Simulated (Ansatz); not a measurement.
Read the following structure.

```yaml
crystal:
  lattice:
    - [5.70281, 0.00000, 0.00000]
    - [0.00000, 3.32483, 0.00000]
    - [-2.39449, 0.00000, 3.64705]
  atoms:
    - { symbol: O, position: [0.52545, 0.50000, 0.15557] }
    - { symbol: O, position: [0.97455, 0.00000, 0.84443] }
    - { symbol: O, position: [0.02545, 0.00000, 0.15557] }
    - { symbol: O, position: [0.47455, 0.50000, 0.84443] }
```

Q: Interpret the file: composition, symmetry and coordination.

A: The element is oxygen. Its lattice is base-centred monoclinic, its space group C2/m (No. 12). The cell holds four atoms. The neighbours of O is one O at 1.22 Å. The bonds build separate O2 groups.

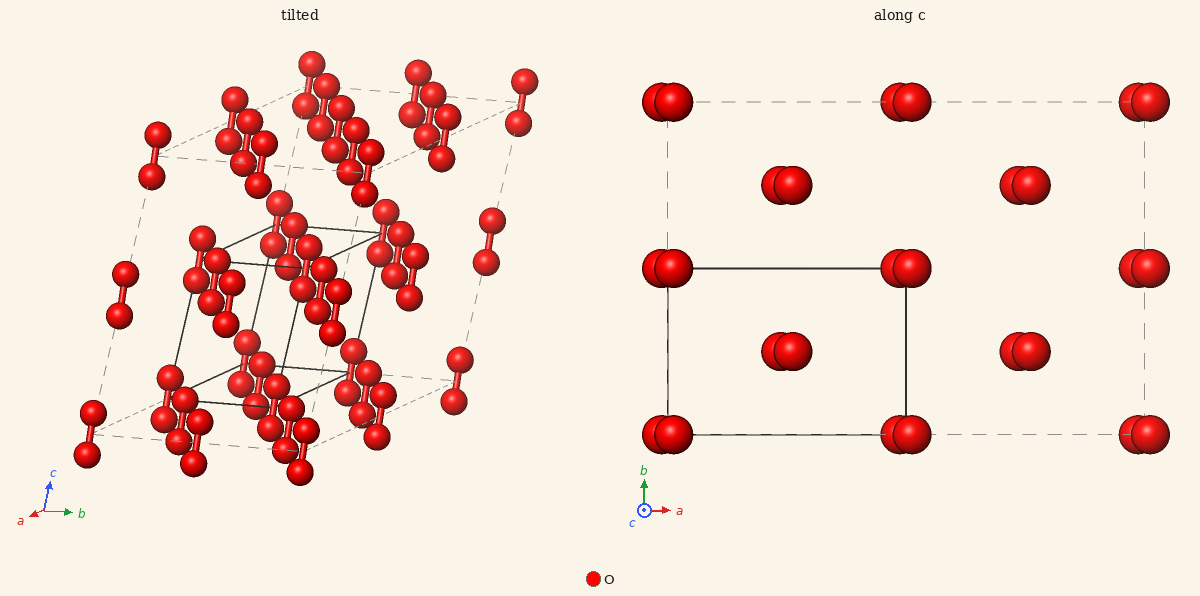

An orthographic ball-and-stick view of the structure, slightly off an axis and along the c axis. A block of 2×2×2 cells is shown, with one conventional unit cell in solid outline. Finite groups of bonded atoms are drawn whole.

It derives from a structure listed in the Materials Project. Earlier steps of the study may have refined or changed the cell and positions. It was set up as input for a calculation with Ansatz.
